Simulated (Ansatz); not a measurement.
MgO (Fm-3m): refractive index against wavelength

The refractive index of MgO (Fm-3m) below the direct gap (4.71 eV on the mesh) is read from one computed spectrum, n = √(Re ε).

The structure is cubic, space group Fm-3m (No. 225). Conventional cell: a = 4.217 Å, b = 4.217 Å, c = 4.217 Å, α = 90.00°, β = 90.00°, γ = 90.00°. Mg on site a has 6 O at 2.11 Å as nearest neighbours. O on site b is surrounded by 6 Mg at 2.11 Å.

Method: Ansatz 0.2.0, PBE, independent particles, k-mesh 14×14×14 with interpolation inside its cells, Gaussian parameter 0.2 eV.

Launch of the response step: `ansatz run input.yaml --threads 4 --pin off --max-ram 8192MiB --backend cpu --events-out ev --progress --plain --runs-dir out`. The run took 3 s, on 4 threads of Intel(R) Xeon(R) Platinum 8488C (Sapphire Rapids), on a shared host.

| wavelength (nm) | photon energy E (eV) | n |
| --- | --- | --- |
| 1064 | 1.165 | 1.8145 |
| 850 | 1.459 | 1.8193 |
| 700 | 1.771 | 1.8258 |
| 633 | 1.959 | 1.8304 |
| 532 | 2.331 | 1.8413 |
| 450 | 2.755 | 1.8572 |
| 405 | 3.061 | ? |

In the single-oscillator model n² − 1 = E₀E_d/(E₀² − E²), so 1/(n² − 1) = E₀/E_d − E²/(E₀E_d) is linear in E².

Working, on the rows shown:

| x = E² (eV²) | y = 1/(n² − 1) |
| --- | --- |
| 1.35784 | 0.436222 |
| 2.12762 | 0.432928 |
| 3.13716 | 0.428532 |
| 3.83641 | 0.425466 |
| 5.43137 | 0.418343 |
| 7.59115 | 0.408298 |

Means: x̄ = 3.9136, ȳ = 0.42496. Σ(x − x̄)(y − ȳ) = -0.1171, Σ(x − x̄)² = 26.16. Slope = -0.1171 / 26.16 = -0.004478; intercept = ȳ − slope · x̄ = 0.44249. Turned back into n, the line misses the rows shown by at most 0.00032.

What does the fit predict for the withheld row, and how well does it do?

At x = 9.3718 the line gives y = 0.40052, that is 1.8700. The run gave 1.8714, so the extrapolation is off by 0.0014, 3 % of the range in the table.

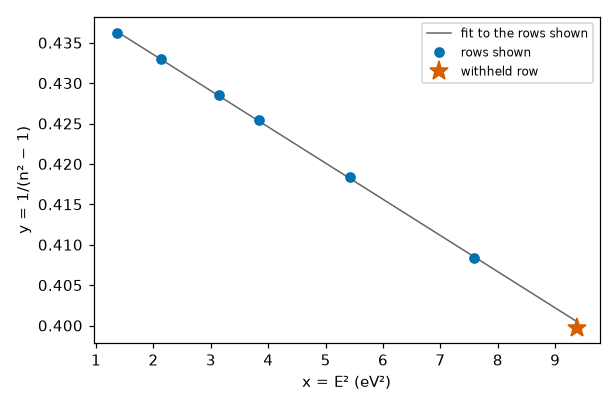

Refitted with all rows, the slope is -0.004556 and the intercept 0.44273. These give E₀ = √(intercept/−slope) = 9.86 eV and E_d = E₀/intercept = 22.3 eV; E₀ is 2.1 times the direct gap. The electronic limit at long wavelengths, without lattice vibrations, is n = √(1 + 1/intercept) = 1.805. The cell comes from an older database entry, whose edges can be off by a per cent or so. Excitons are left out and so are local fields; PBE gaps are as a rule too small.
